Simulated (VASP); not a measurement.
# Blue phosphorene and its bilayer, part 7 of 8

What are the lattice, gap and band positions of blue phosphorene, and what does a second sheet change?

VASP 6.6.1; r2SCAN with rVV10; plane waves and PAW (P).

So far. Step 11 (A rigid stacking): Energy at zero smearing: -35.19991 eV.

## (12) Relaxing the bilayer

The lowest stacking relaxes at the monolayer's lattice.

The input, INCAR:

```
SYSTEM = P
PREC = Normal
ENCUT = 350
EDIFF = 1E-06
NELM = 120
ISMEAR = 0
SIGMA = 0.03
LREAL = .FALSE.
ALGO = Normal
METAGGA = R2SCAN
LUSE_VDW = .TRUE.
IVDW_NL = 2
BPARAM = 11.95
CPARAM = 0.0093
LASPH = .TRUE.
NBANDS = 16
LORBIT = 11
LWAVE = .FALSE.
LCHARG = .FALSE.
KPAR = 4
IBRION = 2
NSW = 50
ISIF = 2
EDIFFG = -0.015
POTIM = 0.4
MAXMIX = 40
IDIPOL = 3
LDIPOL = .TRUE.
DIPOL = 0.5 0.5 0.5
```

The input, POSCAR:

```
P
1.0
    3.2597576605      0.0000000000      0.0000000000
   -1.6298788303      2.8230329442      0.0000000000
    0.0000000000      0.0000000000     22.5377061808
P
4
Direct
    0.3333333300      0.6666666700      0.3771457500
    0.6666666700      0.3333333300      0.4312263600
    0.3333333300      0.6666666700      0.5687736400
    0.6666666700      0.3333333300      0.6228542500
```

The input, KPOINTS:

```
Automatic mesh
0
Gamma
12 12 1
0 0 0
```

PAW data sets: P (PBE family, release 64).

Command:

```
> mpirun -np 4 vasp_std
```

The log of the run:

```text
[... set-up lines as in an earlier step ...]
 entering main loop
       N       E                     dE             d eps       ncg     rms          rms(c)
Total rVV10 correction in eV:      0.4585139    23.2262648
Total rVV10 correction in eV:      0.4585139    23.2262648
Total rVV10 correction in eV:      0.4585139    23.2262648
Total rVV10 correction in eV:      0.4585139    23.2262648
[... 5 cycles as in an earlier step ...]
Total rVV10 correction in eV:      0.4661791    23.2268453
Total rVV10 correction in eV:      0.4661791    23.2268453
Total rVV10 correction in eV:      0.4661791    23.2268453
Total rVV10 correction in eV:      0.4661791    23.2268453
[... 1 cycle as in an earlier step ...]
Total rVV10 correction in eV:      0.4891913    23.2269254
Total rVV10 correction in eV:      0.4891913    23.2269254
Total rVV10 correction in eV:      0.4891913    23.2269254
Total rVV10 correction in eV:      0.4891913    23.2269254
[... 1 cycle as in an earlier step ...]
Total rVV10 correction in eV:      0.4866241    23.2267260
Total rVV10 correction in eV:      0.4866241    23.2267260
Total rVV10 correction in eV:      0.4866241    23.2267260
Total rVV10 correction in eV:      0.4866241    23.2267260
[... 1 cycle as in an earlier step ...]
Total rVV10 correction in eV:      0.4871372    23.2266679
Total rVV10 correction in eV:      0.4871372    23.2266679
Total rVV10 correction in eV:      0.4871372    23.2266679
Total rVV10 correction in eV:      0.4871372    23.2266679
[... 1 cycle as in an earlier step ...]
Total rVV10 correction in eV:      0.4872269    23.2265825
Total rVV10 correction in eV:      0.4872269    23.2265825
Total rVV10 correction in eV:      0.4872269    23.2265825
Total rVV10 correction in eV:      0.4872269    23.2265825
[... 1 cycle as in an earlier step ...]
Total rVV10 correction in eV:      0.4880896    23.2264948
Total rVV10 correction in eV:      0.4880896    23.2264948
Total rVV10 correction in eV:      0.4880896    23.2264948
Total rVV10 correction in eV:      0.4880896    23.2264948
[... 1 cycle as in an earlier step ...]
Total rVV10 correction in eV:      0.4881401    23.2264595
Total rVV10 correction in eV:      0.4881401    23.2264595
Total rVV10 correction in eV:      0.4881401    23.2264595
Total rVV10 correction in eV:      0.4881401    23.2264595
DAV:  12    -0.352046797762E+02   -0.41058E-04   -0.63192E-06   920   0.173E-02    0.721E-03
Total rVV10 correction in eV:      0.4883148    23.2263634
Total rVV10 correction in eV:      0.4883148    23.2263634
Total rVV10 correction in eV:      0.4883148    23.2263634
Total rVV10 correction in eV:      0.4883148    23.2263634
DAV:  13    -0.352047815347E+02   -0.10176E-03   -0.25549E-05   840   0.266E-02    0.230E-03
Total rVV10 correction in eV:      0.4883333    23.2263467
Total rVV10 correction in eV:      0.4883333    23.2263467
Total rVV10 correction in eV:      0.4883333    23.2263467
Total rVV10 correction in eV:      0.4883333    23.2263467
DAV:  14    -0.352047977214E+02   -0.16187E-04   -0.71108E-07   728   0.568E-03    0.222E-03
Total rVV10 correction in eV:      0.4883865    23.2262787
Total rVV10 correction in eV:      0.4883865    23.2262787
Total rVV10 correction in eV:      0.4883865    23.2262787
Total rVV10 correction in eV:      0.4883865    23.2262787
DAV:  15    -0.352048553812E+02   -0.57660E-04   -0.97898E-06   824   0.126E-02    0.185E-03
Total rVV10 correction in eV:      0.4884070    23.2262599
Total rVV10 correction in eV:      0.4884070    23.2262599
Total rVV10 correction in eV:      0.4884070    23.2262599
Total rVV10 correction in eV:      0.4884070    23.2262599
DAV:  16    -0.352048698171E+02   -0.14436E-04   -0.30500E-06   704   0.785E-03    0.137E-03
Total rVV10 correction in eV:      0.4884020    23.2262599
Total rVV10 correction in eV:      0.4884020    23.2262599
Total rVV10 correction in eV:      0.4884020    23.2262599
Total rVV10 correction in eV:      0.4884020    23.2262599
DAV:  17    -0.352048761178E+02   -0.63008E-05   -0.87814E-07   664   0.549E-03    0.322E-04
Total rVV10 correction in eV:      0.4883988    23.2262605
Total rVV10 correction in eV:      0.4883988    23.2262605
Total rVV10 correction in eV:      0.4883988    23.2262605
Total rVV10 correction in eV:      0.4883988    23.2262605
DAV:  18    -0.352048776984E+02   -0.15805E-05   -0.13261E-07   624   0.254E-03    0.254E-04
Total rVV10 correction in eV:      0.4883935    23.2262626
Total rVV10 correction in eV:      0.4883935    23.2262626
Total rVV10 correction in eV:      0.4883935    23.2262626
Total rVV10 correction in eV:      0.4883935    23.2262626
DAV:  19    -0.352048795523E+02   -0.18539E-05   -0.21789E-07   584   0.314E-03    0.272E-04
Total rVV10 correction in eV:      0.4883923    23.2262639
Total rVV10 correction in eV:      0.4883923    23.2262639
Total rVV10 correction in eV:      0.4883923    23.2262639
Total rVV10 correction in eV:      0.4883923    23.2262639
DAV:  20    -0.352048799052E+02   -0.35293E-06   -0.91669E-08   544   0.273E-03
Total rVV10 correction in eV:      0.4883916    23.2262653
Total rVV10 correction in eV:      0.4883916    23.2262653
Total rVV10 correction in eV:      0.4883916    23.2262653
Total rVV10 correction in eV:      0.4883916    23.2262653
Total rVV10 correction in eV:      0.4883913    23.2262649
Total rVV10 correction in eV:      0.4883913    23.2262649
Total rVV10 correction in eV:      0.4883913    23.2262649
Total rVV10 correction in eV:      0.4883913    23.2262649
   1 F= -.35204880E+02 E0= -.35204880E+02  d E =-.352049E+02
 curvature:   0.00 expect dE= 0.000E+00 dE for cont linesearch  0.000E+00
 trial: gam= 0.00000 g(F)=  0.793E-03 g(S)=  0.000E+00 ort = 0.000E+00 (trialstep = 0.100E+01)
 search vector abs. value=  0.793E-03
 bond charge predicted
       N       E                     dE             d eps       ncg     rms          rms(c)
Total rVV10 correction in eV:      0.4887391    23.2262656
Total rVV10 correction in eV:      0.4887391    23.2262656
Total rVV10 correction in eV:      0.4887391    23.2262656
Total rVV10 correction in eV:      0.4887391    23.2262656
DAV:   1    -0.352054930074E+02   -0.61346E-03   -0.14078E-02   632   0.673E-01    0.695E-02
Total rVV10 correction in eV:      0.4886232    23.2271616
Total rVV10 correction in eV:      0.4886232    23.2271616
Total rVV10 correction in eV:      0.4886232    23.2271616
Total rVV10 correction in eV:      0.4886232    23.2271616
DAV:   2    -0.352052042376E+02    0.28877E-03   -0.15630E-03   744   0.247E-01    0.920E-02
Total rVV10 correction in eV:      0.4887205    23.2266193
Total rVV10 correction in eV:      0.4887205    23.2266193
Total rVV10 correction in eV:      0.4887205    23.2266193
Total rVV10 correction in eV:      0.4887205    23.2266193
DAV:   3    -0.352055301654E+02   -0.32593E-03   -0.35866E-04   648   0.140E-01    0.229E-02
Total rVV10 correction in eV:      0.4887329    23.2263325
Total rVV10 correction in eV:      0.4887329    23.2263325
Total rVV10 correction in eV:      0.4887329    23.2263325
Total rVV10 correction in eV:      0.4887329    23.2263325
DAV:   4    -0.352055632303E+02   -0.33065E-04   -0.15955E-04   720   0.598E-02    0.237E-02
Total rVV10 correction in eV:      0.4887740    23.2262920
Total rVV10 correction in eV:      0.4887740    23.2262920
Total rVV10 correction in eV:      0.4887740    23.2262920
Total rVV10 correction in eV:      0.4887740    23.2262920
DAV:   5    -0.352056355290E+02   -0.72299E-04   -0.24536E-05   728   0.286E-02    0.160E-02
Total rVV10 correction in eV:      0.4887568    23.2262869
Total rVV10 correction in eV:      0.4887568    23.2262869
Total rVV10 correction in eV:      0.4887568    23.2262869
Total rVV10 correction in eV:      0.4887568    23.2262869
DAV:   6    -0.352056312005E+02    0.43285E-05   -0.23314E-06   680   0.108E-02    0.904E-03
Total rVV10 correction in eV:      0.4887576    23.2262770
Total rVV10 correction in eV:      0.4887576    23.2262770
Total rVV10 correction in eV:      0.4887576    23.2262770
Total rVV10 correction in eV:      0.4887576    23.2262770
DAV:   7    -0.352056350034E+02   -0.38030E-05   -0.63658E-07   568   0.581E-03    0.217E-03
Total rVV10 correction in eV:      0.4887580    23.2262678
Total rVV10 correction in eV:      0.4887580    23.2262678
Total rVV10 correction in eV:      0.4887580    23.2262678
Total rVV10 correction in eV:      0.4887580    23.2262678
DAV:   8    -0.352056388897E+02   -0.38863E-05   -0.29050E-07   592   0.466E-03    0.831E-04
Total rVV10 correction in eV:      0.4887582    23.2262660
Total rVV10 correction in eV:      0.4887582    23.2262660
Total rVV10 correction in eV:      0.4887582    23.2262660
Total rVV10 correction in eV:      0.4887582    23.2262660
DAV:   9    -0.352056382795E+02    0.61017E-06   -0.12568E-07   480   0.397E-03
Total rVV10 correction in eV:      0.4887582    23.2262650
Total rVV10 correction in eV:      0.4887582    23.2262650
Total rVV10 correction in eV:      0.4887582    23.2262650
Total rVV10 correction in eV:      0.4887582    23.2262650
Total rVV10 correction in eV:      0.4887585    23.2262661
Total rVV10 correction in eV:      0.4887585    23.2262661
Total rVV10 correction in eV:      0.4887585    23.2262661
Total rVV10 correction in eV:      0.4887585    23.2262661
   2 F= -.35205638E+02 E0= -.35205638E+02  d E =-.758374E-03
[... from here on, the cycles between the ionic steps are left out ...]
   3 F= -.35207465E+02 E0= -.35207465E+02  d E =-.258497E-02
   4 F= -.35209122E+02 E0= -.35209122E+02  d E =-.424173E-02
   5 F= -.35209360E+02 E0= -.35209360E+02  d E =-.238787E-03
   6 F= -.35210062E+02 E0= -.35210062E+02  d E =-.939962E-03
   7 F= -.35211409E+02 E0= -.35211409E+02  d E =-.228695E-02
   8 F= -.35213871E+02 E0= -.35213871E+02  d E =-.474946E-02
   9 F= -.35217900E+02 E0= -.35217900E+02  d E =-.877877E-02
  10 F= -.35222932E+02 E0= -.35222932E+02  d E =-.138100E-01
  11 F= -.35221743E+02 E0= -.35221743E+02  d E =-.126212E-01
  12 F= -.35224299E+02 E0= -.35224299E+02  d E =-.151777E-01
  13 F= -.35225829E+02 E0= -.35225829E+02  d E =-.152985E-02
  14 F= -.35226231E+02 E0= -.35226231E+02  d E =-.193214E-02
 curvature:   0.91 expect dE= 0.298E-03 dE for cont linesearch  0.582E-05
 ZBRENT: interpolating
 opt :   1.4936  next Energy=   -35.226396 (dE=-0.210E-02)
 bond charge predicted
       N       E                     dE             d eps       ncg     rms          rms(c)
Total rVV10 correction in eV:      0.5059984    23.2262712
Total rVV10 correction in eV:      0.5059984    23.2262712
Total rVV10 correction in eV:      0.5059984    23.2262712
Total rVV10 correction in eV:      0.5059984    23.2262712
DAV:   1    -0.352231880797E+02    0.30432E-02   -0.29444E-01   608   0.310E+00    0.304E-01
Total rVV10 correction in eV:      0.5059066    23.2263412
Total rVV10 correction in eV:      0.5059066    23.2263412
Total rVV10 correction in eV:      0.5059066    23.2263412
Total rVV10 correction in eV:      0.5059066    23.2263412
DAV:   2    -0.352262684347E+02   -0.30804E-02   -0.22706E-02   632   0.938E-01    0.150E-01
Total rVV10 correction in eV:      0.5059641    23.2262704
Total rVV10 correction in eV:      0.5059641    23.2262704
Total rVV10 correction in eV:      0.5059641    23.2262704
Total rVV10 correction in eV:      0.5059641    23.2262704
DAV:   3    -0.352263821511E+02   -0.11372E-03   -0.91204E-04   912   0.184E-01    0.322E-02
Total rVV10 correction in eV:      0.5059932    23.2262651
Total rVV10 correction in eV:      0.5059932    23.2262651
Total rVV10 correction in eV:      0.5059932    23.2262651
Total rVV10 correction in eV:      0.5059932    23.2262651
DAV:   4    -0.352263934550E+02   -0.11304E-04   -0.22980E-05   752   0.320E-02    0.141E-02
Total rVV10 correction in eV:      0.5059929    23.2262657
Total rVV10 correction in eV:      0.5059929    23.2262657
Total rVV10 correction in eV:      0.5059929    23.2262657
Total rVV10 correction in eV:      0.5059929    23.2262657
DAV:   5    -0.352263959486E+02   -0.24936E-05   -0.11295E-06   680   0.890E-03    0.714E-03
Total rVV10 correction in eV:      0.5059871    23.2262668
Total rVV10 correction in eV:      0.5059871    23.2262668
Total rVV10 correction in eV:      0.5059871    23.2262668
Total rVV10 correction in eV:      0.5059871    23.2262668
DAV:   6    -0.352263948365E+02    0.11121E-05   -0.45457E-07   536   0.583E-03    0.464E-03
Total rVV10 correction in eV:      0.5059893    23.2262675
Total rVV10 correction in eV:      0.5059893    23.2262675
Total rVV10 correction in eV:      0.5059893    23.2262675
Total rVV10 correction in eV:      0.5059893    23.2262675
DAV:   7    -0.352263949333E+02   -0.96805E-07   -0.13015E-07   512   0.347E-03
Total rVV10 correction in eV:      0.5059930    23.2262687
Total rVV10 correction in eV:      0.5059930    23.2262687
Total rVV10 correction in eV:      0.5059930    23.2262687
Total rVV10 correction in eV:      0.5059930    23.2262687
Total rVV10 correction in eV:      0.5059910    23.2262683
Total rVV10 correction in eV:      0.5059910    23.2262683
Total rVV10 correction in eV:      0.5059910    23.2262683
Total rVV10 correction in eV:      0.5059910    23.2262683
  15 F= -.35226395E+02 E0= -.35226395E+02  d E =-.209560E-02
 curvature: -25.76 expect dE=-0.221E-04 dE for cont linesearch -0.104E-05
 trial: gam= 0.00000 g(F)=  0.859E-06 g(S)=  0.000E+00 ort =-0.613E-04 (trialstep = 0.844E+00)
 search vector abs. value=  0.860E-06
 reached required accuracy - stopping structural energy minimisation
```

It took 4.5 min on 4 MPI ranks of Intel Xeon 6975P-C (Granite Rapids), shared host; peak memory 1.2 GiB.

Parts of OUTCAR (step 12):

```text
   NELECT =      20.0000    total number of electrons

 E-fermi :  -1.5430

 k-point     1 :       0.0000    0.0000    0.0000
  band No.  band energies     occupation
    ...
      6      -2.4864      2.00000
      7      -2.4864      2.00000
      8      -2.4613      2.00000
      9      -2.4613      2.00000
     10      -1.8486      2.00000
     11       1.9422      0.00000
     12       1.9422      0.00000
     13       1.9546      0.00000
     14       1.9546      0.00000
     15       2.1445      0.00000
    ...

  Total        0.0458186      0.0458186     -0.0253386     -0.0000000      0.0000000      0.0000000
  in kB        0.3539495      0.3539495     -0.1957410     -0.0000000      0.0000000      0.0000000
  external PRESSURE =       0.1707193 kB  Pullay stress =       0.0000000 kB

 POSITION                                       TOTAL-FORCE (eV/Angst)
 -----------------------------------------------------------------------------------
     -0.00000      1.88202      8.31289         0.000000      0.000000     -0.002054
      1.62988      0.94101      9.53282         0.000000     -0.000000      0.002630
     -0.00000      1.88202     13.00489        -0.000000      0.000000     -0.002630
      1.62988      0.94101     14.22481        -0.000000      0.000000      0.002054
 -----------------------------------------------------------------------------------
    total drift:                                0.000000     -0.000000      0.000000

  FREE ENERGIE OF THE ION-ELECTRON SYSTEM (eV)
  ---------------------------------------------------
  free  energy   TOTEN  =       -35.2263949333 eV

  energy  without entropy=      -35.2263949333  energy(sigma->0) =      -35.22639493

 vacuum level on the upper side and lower side of the slab         4.151         4.151

[... 10 parts as in an earlier step ...]

[... 9 further parts left out ...]
```

CONTCAR:

```
P
   1.00000000000000
     3.2597576605000000    0.0000000000000000    0.0000000000000000
    -1.6298788303000000    2.8230329441999999    0.0000000000000000
     0.0000000000000000    0.0000000000000000   22.5377061808000008
  P
     4
Direct
     0.3333333300000021    0.6666666699999979    0.3688438796496391
     0.6666666699999979    0.3333333300000021    0.4229719741746513
     0.3333333300000021    0.6666666699999979    0.5770280258253486
     0.6666666699999979    0.3333333300000021    0.6311561203503609
```

Relaxation path:

```
step  energy less that of the first step (eV)  largest force (eV/Å)
   1                                   0.0000                0.0860
   2                                  -0.0008                0.0742
   3                                  -0.0026                0.1353
   4                                  -0.0042                0.2595
   5                                  -0.0045                0.2571
   6                                  -0.0052                0.2475
   7                                  -0.0065                0.2300
   8                                  -0.0090                0.1945
   9                                  -0.0130                0.1238
  10                                  -0.0181                0.0567
  11                                  -0.0169                0.2828
  12                                  -0.0194                0.1598
  13                                  -0.0209                0.0840
  14                                  -0.0214                0.0480
  15                                  -0.0215                0.0026
```

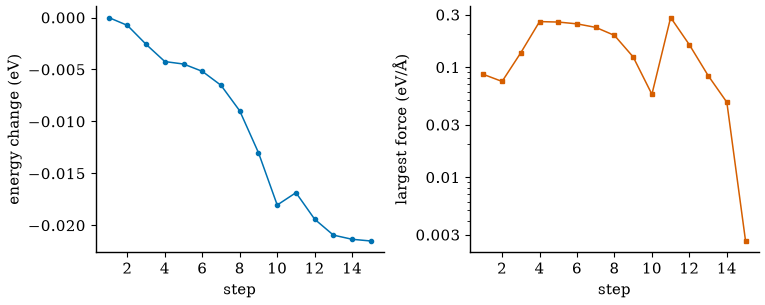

Energy and largest force along the relaxation.

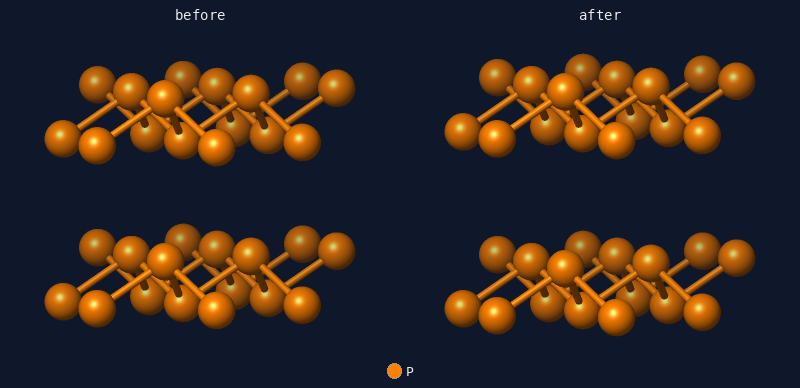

Before and after, at one scale.

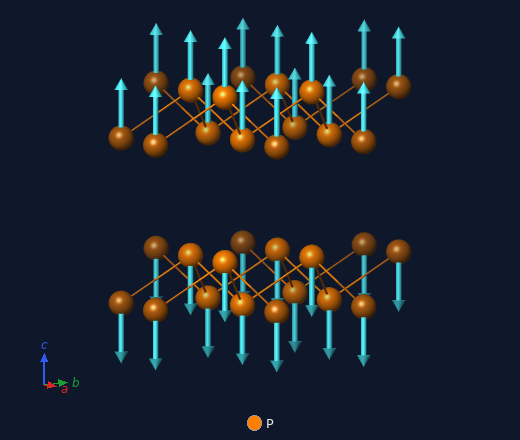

Displacements in the relaxation, exaggerated; the longest in the cell stands for 0.19 Å. 2×2×1 cells are drawn. Some periodic images of atoms are drawn too.

The atoms that moved most (Å):

```
atom     dx     dy      dz  length
  P1  0.000  0.000  -0.187   0.187
  P4  0.000  0.000   0.187   0.187
  P3  0.000  0.000   0.186   0.186
  P2  0.000  0.000  -0.186   0.186
```

The relaxed structure:

```
P
1.0
     3.25976    0.00000    0.00000
    -1.62988    2.82303    0.00000
     0.00000    0.00000   22.53771
P
4
Cartesian
  0.0000 1.8820 8.3129
  1.6299 0.9410 9.5328
  0.0000 1.8820 13.0049
  1.6299 0.9410 14.2248
```

This step gave:

| Property | Result |
| --- | --- |
| electronic cycles | 111 |
| free energy (TOTEN) | -35.23 eV |
| Fermi energy | -1.543 eV |
| dipole moment | 0, 0, 0 e·Å |
| gap on the k-mesh | 1.497 eV |
| least direct gap on the k-mesh | 2.042 eV |

The run ended after 15 ionic steps, 0.022 eV below its first step, once the forces on the free atoms met EDIFFG = -0.015.

(Continued in part 8 of 8.)

[Lines on the potential files, build, host, timing and source positions are cut from VASP's logs without a mark.]

[Logs are printed without paths, hosts, clocks, repeated set-up lines and the standing remarks that a program may print on its own settings, such as how far it seeks lower states.]

[Hosts, paths, dates, database ids (printed as entryN), source tags and the programs' standing remarks are cut or masked in the printed files.]

[Runs that stopped without an error message from VASP are left out.]
